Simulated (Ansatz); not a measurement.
Geometry relaxation, with input and output: MoS₂ (part 2 of 2)

Continued. System: MoS₂ (P-6m2, 3 atoms in the cell). Method: DFT PBE+D3(BJ), scalar-relativistic, plane waves, PAW, no spin polarisation (Ansatz 0.2.0); cutoff 420 eV, 12×12×4 k-mesh, Gaussian smearing of 0.02 eV. The structure derives from a Materials Project entry.

Geometry of the input (Å; fractional positions):
```
3.1488  0.0000  0.0000
-1.5744  2.7269  0.0000
0.0000  0.0000  6.6941
Mo 0.0000  0.0000  0.0000
S  0.3333  0.6667  0.2342
S  0.3333  0.6667  0.7658
```

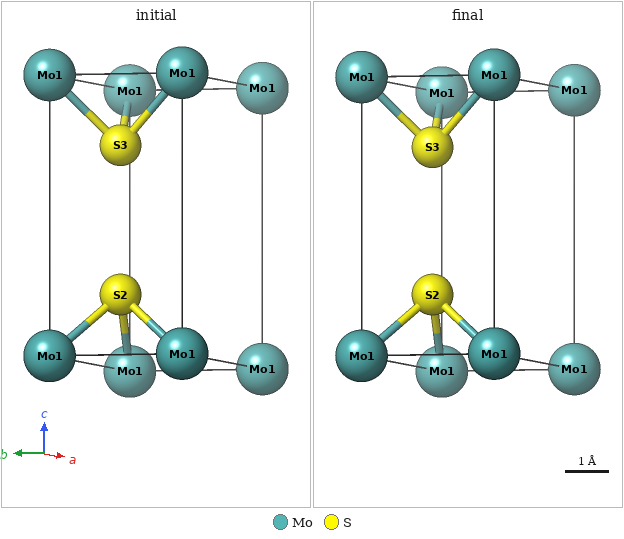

Fig. 1: Before (left) and after (right) the relaxation, at one scale (ball-and-stick view of the cell of the calculation, seen at an oblique angle). Over 3 geometry steps the energy falls by 0.2 meV per atom. Largest force component: 0.0068 eV/Å at the start, 0.0014 eV/Å at the end. Pressure: −0.06 GPa at the start and 0.00 GPa at the end. The line search rejected the trial step at point 2 (counted from 0) and went back. The largest moves relative to the cell, 0.011 Å, are those of S2 and S3. Mo stays in place. The volume changes by −0.7 %, with a = b stay at 3.149 Å, c 6.694 → 6.645 Å (−0.7 %). The space group stays P-6m2 (No. 187). A last SCF at the same geometry on a re-selected plane-wave basis shifts the energy by +0.0 meV per atom. (Atoms are counted from 1 in the order of the input.)

```
basis re-selected at this cell: Δ(F+E_penalty+E_count) = +4.379e-5 eV, ΔP = +0.000 GPa vs the last step (what re-selecting the basis moved, of the pressure what is left beyond the Pulay correction that the steps carried, after the strain that the cell walked since its last selection, with what the two solves' SCF thresholds leave and, on support functions, any second-order correction that the steps lacked; it is no measure of the basis error at this ecutwfc). This SCF's stress stands 4.37e-3 GPa from its target on what of the cell is left free (relax.cell.stress_tol is 5.00e-2 GPa) and its largest allowed force component is 1.42e-3 eV/Å (relax.f_tol is 5.00e-3 eV/Å): within both
SCF converged after 5 iterations
Free energy (F): -6763.953419 eV
Harris-Foulkes:  -6763.953419 eV  (|F-HF|=2.46e-11)
Internal energy: -6763.953419 eV  (E = F + TS)
E sigma→0 (E₀):  -6763.953419 eV
Fermi energy:    10.287362 eV
--- Per-component energies (eV) ---
  E_band       = -181.702241
  E_kinetic    = 656.902915
  E_local      = -2313.192526  (includes V_loc(G=0)·N_el)
  E_nonlocal   = 199.243225
  E_hartree    = 917.089064
  E_xc         = -378.835641
  E_vxc        = -405.430754  (∫ρ·V_xc dr)
  E_paw        = -4401.582880  (= ΣΔE_a)
  E_vpaw       = -153.403183  (= ΣTr[D̂ρ^β])
  E_aug_tail   = 0.000039  (compensation charges beyond the density's cutoff)
  E_ewald      = -1442.384150
  E_disp       = -1.193464  (pairwise vdW)
  E_smearing   = -0.000000  (= −TS)
  E_closure    = -0.000000  (closes the sum)
  Σ components = -6763.953419   (vs F -6763.953419, Δ=0.00e0)
--- Forces (eV/Å), atoms counted from 1 ---
  atom   1  Mo     0.00000000     0.00000000    -0.00000000
  atom   2  S      0.00000000    -0.00000000    -0.00141574
  atom   3  S      0.00000000    -0.00000000     0.00141574
  max |Σ_I F_I| component: 1.97e-17 eV/Å
--- Stress (GPa, compression-positive) ---
        0.001657      -0.000000      -0.000000
        0.000000       0.001657      -0.000000
       -0.000000      -0.000000       0.004368
  P = ⅓ Tr σ = 0.0026 GPa (0.026 kbar)
--- Band table (eV; the first three rows and the last of 57) ---
  k-point 0: bands = ["-51.5779", "-25.7414", "-25.4917", "-25.4917", "-5.0063", "-3.5430", "3.2386", "6.6671", "6.6671", "7.8086", "7.8086", "8.1953", "8.7478", "12.1293", "12.1293", "12.2825", "12.2825"]
  k-point 1: bands = ["-51.5779", "-25.7414", "-25.4917", "-25.4917", "-4.9536", "-3.6368", "3.4981", "6.6717", "6.6717", "7.2892", "7.7993", "7.7993", "9.3882", "12.0878", "12.0878", "12.3378", "12.3378"]
  k-point 2: bands = ["-51.5779", "-25.7414", "-25.4917", "-25.4917", "-4.8935", "-3.7367", "3.8154", "6.6669", "6.6764", "6.6764", "7.7900", "7.7900", "9.6852", "12.0594", "12.0594", "12.3801", "12.3801"]
  k-point 56: bands = ["-51.5294", "-25.8024", "-25.7557", "-25.6465", "-2.7203", "-2.6443", "3.7060", "4.6286", "5.1619", "5.9488", "6.2070", "6.6282", "9.2853", "11.0443", "11.9881", "13.1568", "14.0724"]
--- Relaxed structure (4 steps of the walk, 3 accepted, 1 SCFs on fresh bases) ---
  F+E_penalty+E_count = -6763.95341923 eV   max|allowed force component| = 1.416e-3 eV/Å   (the final SCF, on the basis selected at the relaxed cell)
  cell:  # Å, volume = 57.0836 Å³
    - [3.1494702785169446, -2.8873939868403548e-11, 0.0]
    - [-1.5747351392334668, 2.727521269674163, 0.0]
    - [0.0, 0.0, 6.645164651575688]
  atoms:
    - { symbol: Mo, position: [0.0, -2.878355989888597e-17, 0.0] }
    - { symbol: S, position: [0.33333333333333337, 0.6666666666666665, 0.23577951511825987] }
    - { symbol: S, position: [0.33333333333333337, 0.6666666666666665, 0.7642204848817399] }
```

Trajectory as extended XYZ (Å, eV, eV/Å), 5 frames, from step=1 to step=5:
```
3
Lattice="3.1488 0.0000 0.0000 -1.5744 2.7269 0.0000 0.0000 0.0000 6.6941" Properties=species:S:1:pos:R:3:forces:R:3 step=1 energy=-6763.95301 pressure_GPa=-0.06
Mo    0.0000    0.0000    0.0000    0.0000   0.0000   0.0000
S     0.0000    1.8179    1.5675    0.0000   0.0000   0.0068
S     0.0000    1.8179    5.1266    0.0000   0.0000  -0.0068
3
Lattice="3.1491 0.0000 0.0000 -1.5746 2.7272 0.0000 0.0000 0.0000 6.6439" Properties=species:S:1:pos:R:3:forces:R:3 step=2 energy=-6763.95345 pressure_GPa=-0.04
Mo    0.0000    0.0000    0.0000    0.0000   0.0000   0.0000
S     0.0000    1.8182    1.5676    0.0000   0.0000  -0.0160
S     0.0000    1.8182    5.0763    0.0000   0.0000   0.0160
3
Lattice="3.1508 0.0000 0.0000 -1.5754 2.7286 0.0000 0.0000 0.0000 6.6461" Properties=species:S:1:pos:R:3:forces:R:3 step=3 energy=-6763.95344 pressure_GPa=-0.02 accepted=F
Mo    0.0000    0.0000    0.0000    0.0000   0.0000   0.0000
S     0.0000    1.8191    1.5658    0.0000   0.0000   0.0093
S     0.0000    1.8191    5.0803    0.0000   0.0000  -0.0093
3
Lattice="3.1495 0.0000 0.0000 -1.5747 2.7275 0.0000 0.0000 0.0000 6.6452" Properties=species:S:1:pos:R:3:forces:R:3 step=4 energy=-6763.95346 pressure_GPa=0.00
Mo    0.0000    0.0000    0.0000    0.0000   0.0000   0.0000
S     0.0000    1.8183    1.5668    0.0000   0.0000  -0.0014
S     0.0000    1.8183    5.0784    0.0000   0.0000   0.0014
3
Lattice="3.1495 0.0000 0.0000 -1.5747 2.7275 0.0000 0.0000 0.0000 6.6452" Properties=species:S:1:pos:R:3:forces:R:3 step=5 energy=-6763.95342 pressure_GPa=0.00
Mo    0.0000    0.0000    0.0000    0.0000   0.0000   0.0000
S     0.0000    1.8183    1.5668    0.0000   0.0000  -0.0014
S     0.0000    1.8183    5.0784    0.0000   0.0000   0.0014
```

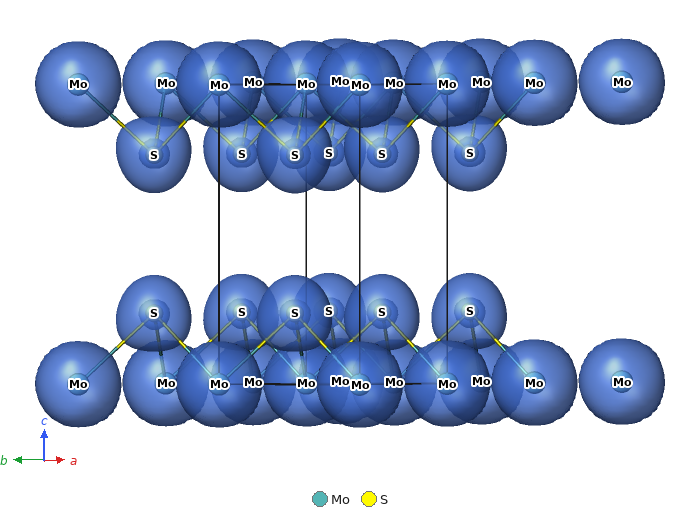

Fig. 2: Isosurface of the valence electron density at 0.8 e/Å³ (blue), seen at an oblique angle. Sticks mark near contacts. The outline is the cell set on symmetry axes. At this value the density breaks into separate islands; it holds about 55 % of the electrons treated as valence (semicore included). It is pinched off along the Mo–S (2.40 Å) contacts. On the grid the lowest density along these lines, outside the cores, is 0.61 e/Å³ (Mo–S, 2.40 Å). The fields are those of the smooth PAW valence density.

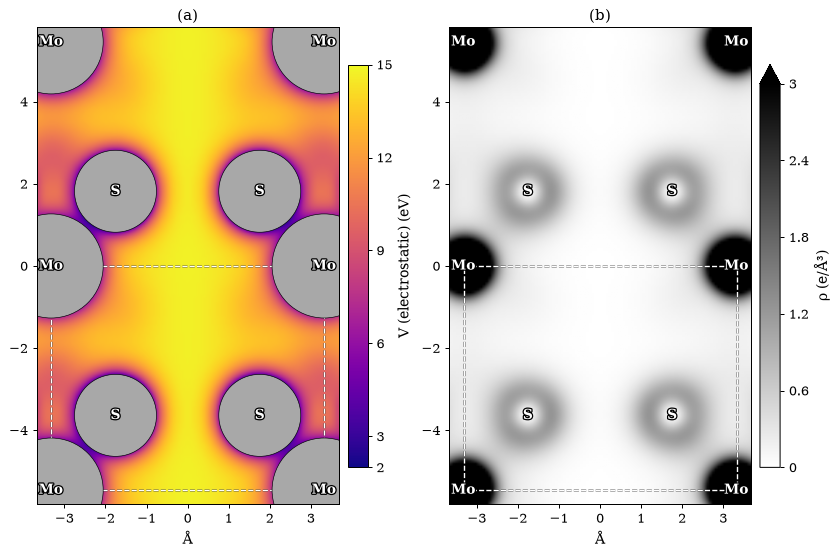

Fig. 3: (a) electrostatic potential (local pseudopotential plus Hartree) felt by an electron; (b) valence charge density (pseudo) on the (110) plane of the conventional cell. Grey discs, where drawn, cover atomic cores. The section cuts through Mo and S sites. Mo–S (2.40 Å): ρ at the midpoint is about 0.61 e/Å³. Away from the nuclei the density in this plane falls to 0.007 e/Å³ at its lowest. Outside the cores the potential energy rises away from the atoms and is highest about 2.5 Å from the nearest atoms; outside the discs it spans about 12 eV, and its zero is arbitrary.

Summary:

```json
{"quantity": "outcome", "value": "converged"}
{"quantity": "space group (tolerance 0.01 Å)", "value": "P-6m2 (187)"}
{"quantity": "electrons treated", "value": "26"}
{"quantity": "free energy", "value": "−6763.9534 eV"}
{"quantity": "Fermi energy", "value": "10.287 eV"}
{"quantity": "gap on the k-point mesh", "value": "1.20 eV"}
{"quantity": "pressure", "value": "0.00 GPa"}
{"quantity": "final volume", "value": "57.08 Å³"}
{"quantity": "largest force (length of the vector) at the end", "value": "0.001 eV/Å"}
{"quantity": "final cell", "value": "a = 3.149 Å, b = 3.149 Å, c = 6.645 Å, α = 90.00°, β = 90.00°, γ = 120.00°"}
{"quantity": "wall time", "value": "5.8 s (CPU time 21 s)"}
{"quantity": "peak memory", "value": "0.49 GiB"}
```
